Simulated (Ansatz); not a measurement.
Read the following structure.

```
Mo
1.0
     3.12934    0.00000    0.00000
     0.00000    3.12934    0.00000
     0.00000    0.00000    3.12934
Mo
2
Direct
  0.00000 0.00000 0.00000
  0.50000 0.50000 0.50000
```

Question: Work out the structure from the coordinates.

Answer: The element is molybdenum. It belongs to space group Im-3m (No. 229) and has a body-centred cubic lattice. It belongs to the family called body-centred cubic (W type). The cell holds two atoms. About every Mo there are eight Mo in a cubic arrangement at 2.71 Å. Not all metal-metal contacts are counted. The bonds build a three-dimensional framework.

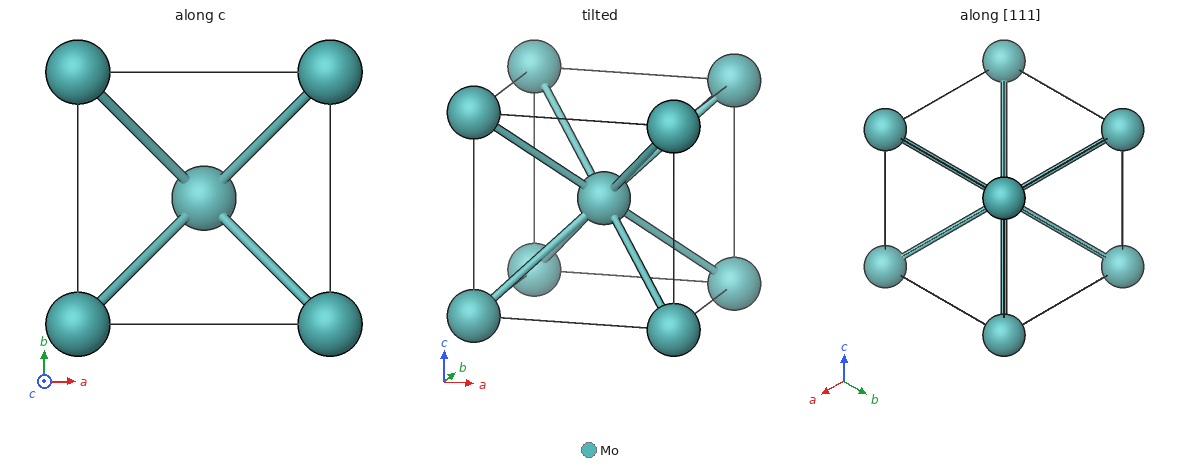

Ball-and-stick representation of a periodic structure, projected along the c axis, slightly off an axis and along [111]. The conventional unit cell is outlined; an atom on or near a face, edge or corner is repeated at each equivalent position.

Provenance: a structure listed in the Materials Project. Earlier steps of the study may have refined or changed the cell and positions. An electronic-structure calculation with Ansatz was run on it.
